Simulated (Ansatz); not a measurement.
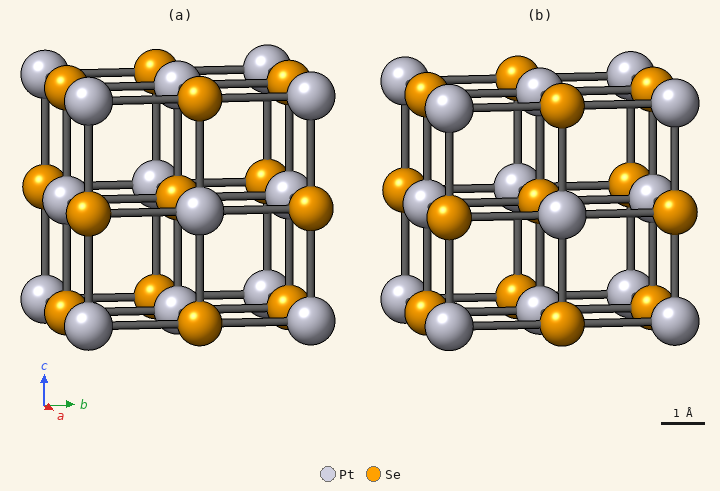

Left: crystalline PtSe (a generated structure, set up in Fm-3m). Right: the same structure after one change, at the same scale. A ball-and-stick model of the conventional cell (4 times the calculation's cell), seen from a free direction. Lengths and directions refer to the drawn axes.

Method: DFT, PBE, PAW with Ansatz's default frozen-core files, scalar-relativistic in Ansatz. Set-up: plane-wave cutoff 420 eV; k-point mesh 11 × 11 × 11; occupations fermi dirac; smearing width 0.03 eV; no spin polarisation.

What distinguishes the right structure from the left one?

Answer. The cell is strained by −3.0 % along c and +1.5 % across it (volume 0.0 %), the atoms keeping their fractional coordinates. No relaxation follows.

How do the computed properties respond?

Answer. The energy rises by 15.9 meV per atom. The pressure goes from 0.0 to 0.7 GPa. The principal stresses (compression positive) are 6.7 GPa along c and −2.3 GPa across it. All forces vanish by symmetry. Some distances before and after: Pt–Se 2.644 → 2.565 to 2.685 Å. The space group (tolerance 0.01 Å) goes from Fm-3m (No. 225) to I4/mmm (No. 139).
